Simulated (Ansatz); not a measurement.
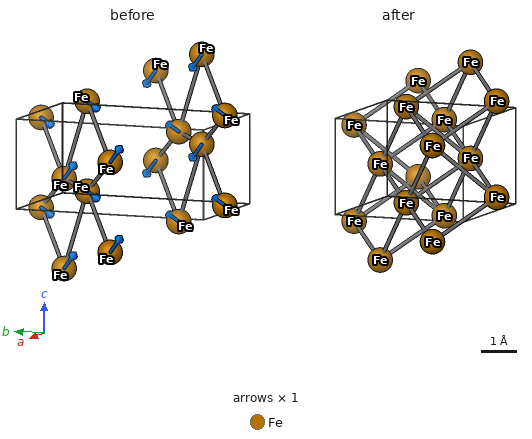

The structure of solid Fe (built on the N_62 type) (coarse preliminary run) before (left) and after (right) a relaxation, at one scale. The blue arrows give the displacements (the part carried along by the change of the cell is left out), at their true length.

A ball-and-stick model of the cell of the calculation, seen from a free direction.

Case: N type (Pnma, No. 62).

The calculation used DFT PBE, scalar-relativistic, plane waves, PAW (Ansatz). (plane-wave cutoff 420 eV; k-point mesh 6 × 4 × 6; occupations gaussian; smearing width 0.1 eV; collinear spin; cell and atoms relaxed; force threshold 0.04 eV/Å; at most 70 steps)

> What changed between the two?

The energy falls by 1949 meV per atom in 12 accepted moves (14 points after the start). Largest force component: 3.7 eV/Å at the start, 0.00061 eV/Å at the end. Pressure: 16.93 GPa at the start and 0.05 GPa at the end. The SCF was repeated twice at an unchanged geometry on a basis and grid sized afresh for the cell, which shifted the energy by 6.1 meV per atom at most. The largest moves relative to the cell, 1.00 Å, are those of Fe atoms. The drawn cell changes as follows: a 3.533 → 4.012 Å (+13.5 %), b 5.858 → 4.015 Å (−31.5 %), c 2.635 → 2.816 Å (+6.9 %); the volume changes by −16.8 %. Some distances before and after: Fe–Fe 3.598 → 2.452 Å, Fe–Fe 1.868 → 2.451 Å, Fe–Fe 2.689 → 2.451 Å, Fe–Fe 2.635 → 2.816 Å. New bonds form: Fe–Fe (3.60 → 2.45 Å). Among the angles between lasting bonds that change: Fe–Fe–Fe 142.1° → 109.9°, Fe–Fe–Fe 150.0° → 180.0°, Fe–Fe–Fe 82.1° → 109.9°. The space group (tolerance 0.01 Å) goes from Pnma (No. 62) to I4/mmm (No. 139).

Limits of the set-up: the k-point mesh is coarse for a cell with partly filled bands.
